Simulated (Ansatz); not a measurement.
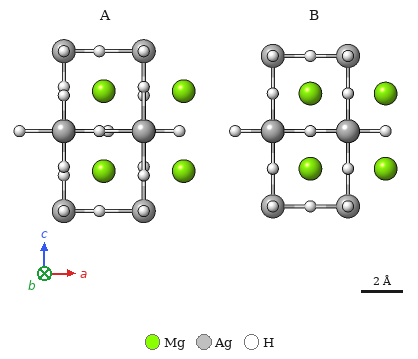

Two geometries of solid MgAgH3 (built on the CsInF3-225 type type), drawn at one scale. One is the start of a relaxation, the other its converged end. Style: ball-and-stick. Shown: the atoms within 5.0 Å of the atom that moves most (axes of the conventional cell (4 times the calculation's cell)), along the b axis. Lengths and directions refer to the drawn axes.

Theory: DFT, PBEsol, plane waves, PAW (Ansatz). Set-up: plane-wave cutoff 420 eV; k-point mesh 6 × 6 × 6; occupations fermi dirac; smearing width 0.03 eV; no spin polarisation; cell and atoms relaxed; force threshold 0.01 eV/Å; at most 120 steps.

> Which geometry has the lower energy?

Structure B is the relaxed one. The largest moves relative to the cell, 0.20 Å, are those of H atoms. Mg and Ag stay in place. Cell: a = b = c 7.912 → 7.445 Å (−5.9 %). Volume −16.7 %. Near-neighbour distances that change, for instance: Ag–H 2.192 → 1.861 Å, Ag–H 1.764 → 1.861 Å. The space group (tolerance 0.01 Å) goes from Fm-3m (No. 225) to Pm-3m (No. 221). Over 4 accepted moves (6 points after the start) the energy falls by 135 meV per atom. Largest force component: 1 eV/Å at the start, under 0.0001 eV/Å at the end. Pressure: −6.70 GPa at the start and 0.00 GPa at the end. The SCF was repeated twice at an unchanged geometry on a basis and grid sized afresh for the cell, which shifted the energy by 1.0 meV per atom at most. The run took 10 s on 4 threads of Arm Neoverse V1 (shared host), peak memory 0.48 GiB.
